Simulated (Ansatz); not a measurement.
This input was run:

```
crystal:
  lattice:
    - [3.7876303068, 0.0, 0.0]
    - [0.0, 3.7876303068, 0.0]
    - [0.0, 0.0, 28.3912953727]
  atoms:
    - { symbol: S, position: [0.0, 0.5, 0.264165474] }
    - { symbol: Zn, position: [0.5, 0.5, 0.3113323792] }
    - { symbol: S, position: [0.5, 0.0, 0.3584992844] }
    - { symbol: Zn, position: [0.0, 0.0, 0.4056661896] }
    - { symbol: S, position: [0.0, 0.5, 0.4528330948] }
    - { symbol: Zn, position: [0.5, 0.5, 0.5] }
    - { symbol: S, position: [0.5, 0.0, 0.5471669052] }
    - { symbol: Zn, position: [0.0, 0.0, 0.5943338104] }
    - { symbol: S, position: [0.0, 0.5, 0.6415007156] }
    - { symbol: Zn, position: [0.5, 0.5, 0.6886676208] }
    - { symbol: S, position: [0.5, 0.0, 0.735834526] }
basis:
  ecutwfc: 420
kpoints:
  mp_grid: { grid: [7, 7, 1] }
hamiltonian:
  xc: pbesol
scf:
  occupations: { method: gaussian, width: 0.05 }
output:
  forces: true
  eigenvalues: true
  write_density: true
  write_potential: true
  elf: true
  volumetric_format: npy
relax:
  adjacent_minimum: "off"
  f_tol: 0.02
  max_steps: 60
efield:
  axis: 3
  dipole_correction: true
  ramp_width: 0.04
```

Run as:
```bash
ansatz run input.yaml --threads 1 --pin off --max-ram 2560MiB --backend cpu --events-out ev --progress --plain --runs-dir out
```

What does the potential across the slab give for the work function?

The work function is 7.12 eV, the same on both faces. The two vacuum levels agree, so the slab has no net dipole along its normal. The outermost atoms are 13.3 Å apart, which leaves 15.1 Å of vacuum in a cell 28.4 Å high.

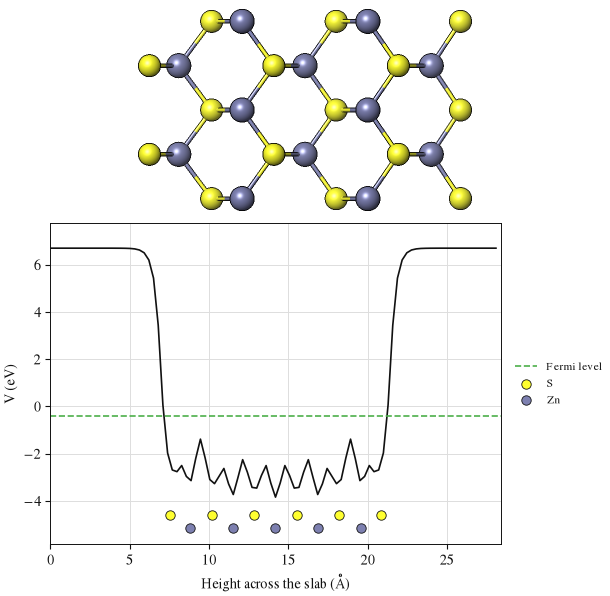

Plane-averaged electrostatic potential energy of an electron across the slab; circles at the bottom mark the heights of the atoms (positions after relaxation). The structure is drawn too.
